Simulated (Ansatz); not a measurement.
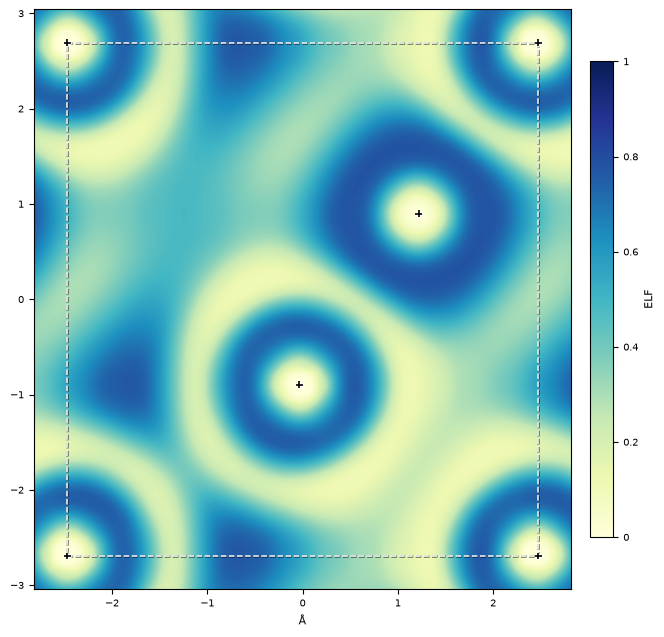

The electron localisation function on a plane through atoms (crosses mark nuclei in the plane).

Computed with DFT r2SCAN, scalar-relativistic, plane waves, PAW (Ansatz 0.2.0).

Candidates:
A. SiNi2, a = 3.86 Å, b = 3.86 Å, c = 4.90 Å, α = 90.00°, β = 90.00°, γ = 120.00°. Space group P6₃/mmc; computed pressure about 3 GPa in this cell; computed without spin polarisation.
B. Si3N4, a = 6.44 Å, b = 6.44 Å, c = 6.44 Å, α = 90.00°, β = 90.00°, γ = 90.00°. Space group I-43d.
C. Ta2C, a = 3.11 Å, b = 3.11 Å, c = 4.94 Å, α = 90.00°, β = 90.00°, γ = 120.00°. Space group P-3m1.

> Which system is this?

Candidate C: Ta2C on the (110) plane of the conventional cell, which holds Ta and C. Ta–C (2.19 Å): the ELF peaks at about 0.75 in the valence shell of C, 0.7 Å from its nucleus, and is about 0.25 at the midpoint. Ta–Ta (3.03 Å): the ELF is about 0.40 at the midpoint.
